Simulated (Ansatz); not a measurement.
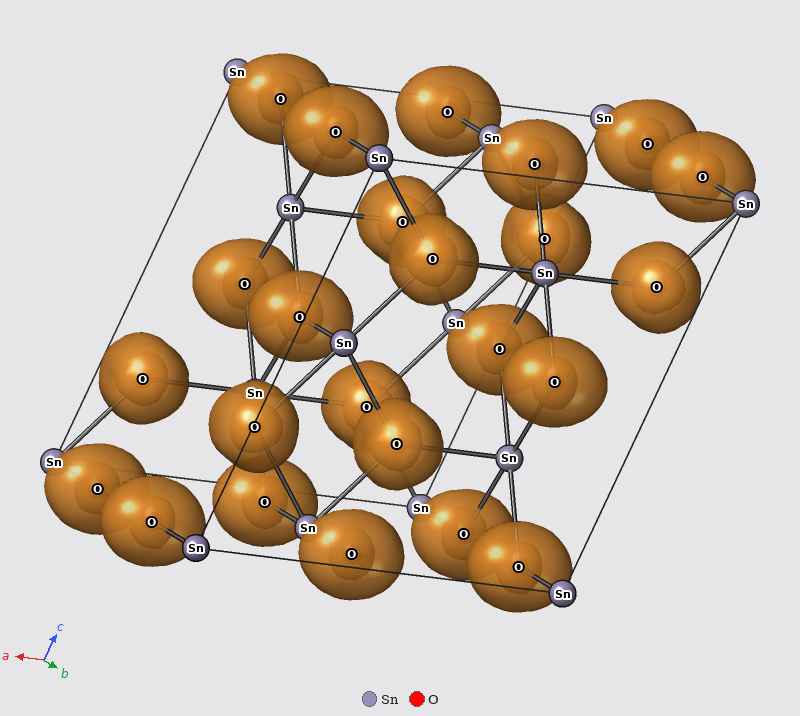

SnO₂. Isosurface of the electron localisation function at 0.75 (orange), seen at an oblique angle. Only the valence region is drawn (cores and ρ < 0.01 e/Å³ removed). Sticks mark near contacts.

Space group P4₂/mnm; a structure from a database of computed crystals, not necessarily the ambient phase.

These are results of Ansatz, DFT PBEsol, scalar-relativistic, plane waves, PAW, not measurements.

Q: Describe the localisation domains.

A: The surface consists of 16 regions wrapped around O (the valence shell of each), counted in one cell of 24 atoms. Any copies at cell faces, edges or corners count once.

Values along the shortest contacts:
Sn–O (2.07 Å): the ELF peaks at about 0.80 in the valence shell of O, 0.6 Å from its nucleus, and is about 0.25 at the midpoint; no localised pair shows between them.

Q: Does the calculation give a band gap?

A: It is gapped, with a Kohn–Sham gap of 0.92 eV on the k-point mesh, an upper bound to the gap of this method.
